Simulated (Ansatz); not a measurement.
Nb$_{8}$H

Input

```
crystal:
  lattice:
    - [0.0, 3.921651734, 3.921651734]
    - [4.9202623598, 0.0, 3.921651734]
    - [4.9202623598, 3.921651734, 0.0]
  atoms:
    - { symbol: Nb, position: [-0.0123290624, 0.006915566, 0.006915566] }
    - { symbol: Nb, position: [-0.0134013575, 0.0079878612, 0.5188148539] }
    - { symbol: Nb, position: [-0.0134013575, 0.5188148539, 0.0079878612] }
    - { symbol: Nb, position: [-0.0107775943, 0.50971624, 0.50971624] }
    - { symbol: Nb, position: [0.4984979304, 0.006915566, 0.006915566] }
    - { symbol: Nb, position: [0.4893993165, 0.0095393292, 0.5116620379] }
    - { symbol: Nb, position: [0.4893993165, 0.5116620379, 0.0095393292] }
    - { symbol: Nb, position: [0.4913451144, 0.50971624, 0.50971624] }
    - { symbol: H, position: [0.1148415382, 0.1351584618, 0.1351584618] }
basis:
  ecutwfc: 420
kpoints:
  mp_grid: { grid: [6, 6, 6] }
hamiltonian:
  xc: pbe
scf:
  occupations: { method: gaussian, width: 0.1 }
output:
  forces: true
  stress: true
  eigenvalues: true
  write_density: true
  write_potential: true
  elf: true
  volumetric_format: npy
relax:
  adjacent_minimum: "off"
  f_tol: 0.025
  max_steps: 70
  cell: { stress_tol: 0.12 }
```

Run with:

```sh
ansatz run input.yaml --threads 2 --pin off --max-ram 5120MiB --backend cpu --events-out ev --progress --plain --runs-dir out
```

Below, planes, directions and counts refer to the conventional cell (a = 5.54 Å, b = 5.54 Å, c = 9.88 Å, α = 90.00°, β = 90.00°, γ = 90.00°).

The fields are those of the relaxed geometry.

Space group I-4m2; computed without spin polarisation.

Method: Ansatz, DFT PBE, scalar-relativistic, plane waves, PAW.

Predict the valence pseudo-density and electron localisation function between the atoms.

Answer. Nb–H (1.90 Å): ρ at the midpoint is about 0.81 e/Å³; the ELF climbs to about 1 towards the hydrogen.
Nb–Nb (2.71 Å): the density is about 0.37 e/Å³ at the midpoint; the ELF is about 0.30 at the midpoint: no shared electron pair shows on this line.
Nb–Nb (2.79 Å): ρ is about 0.34 e/Å³ halfway; the ELF is about 0.30 at the midpoint (no localised pair shows between them).
Nb–Nb (2.83 Å): ρ at the midpoint is about 0.33 e/Å³; the ELF is about 0.30 at the midpoint; no shared electron pair shows on this line.

Does the calculation make it a metal, or give it a gap?

Answer. It is metallic or semimetallic at this level of theory: no gap opens.

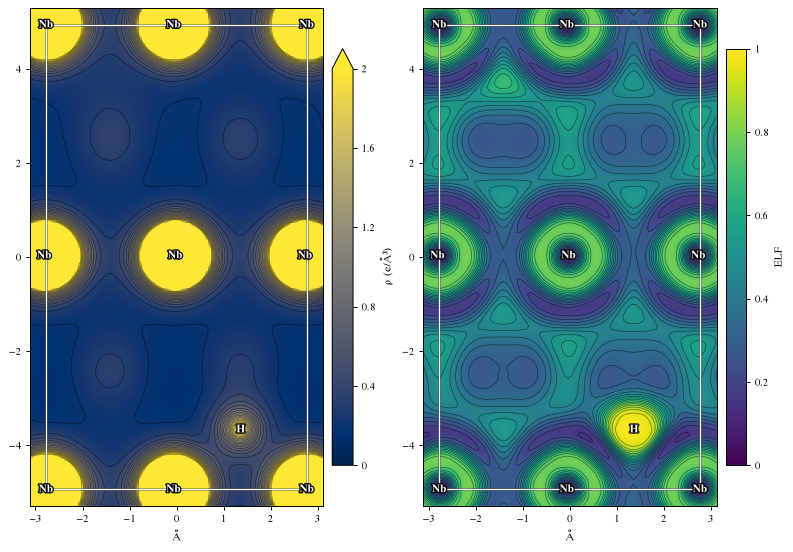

Computed valence pseudo-density and electron localisation function on the (010) plane of the conventional cell, in this order. 

In a PAW calculation such maps are meaningful between the atoms, not at the nuclei.
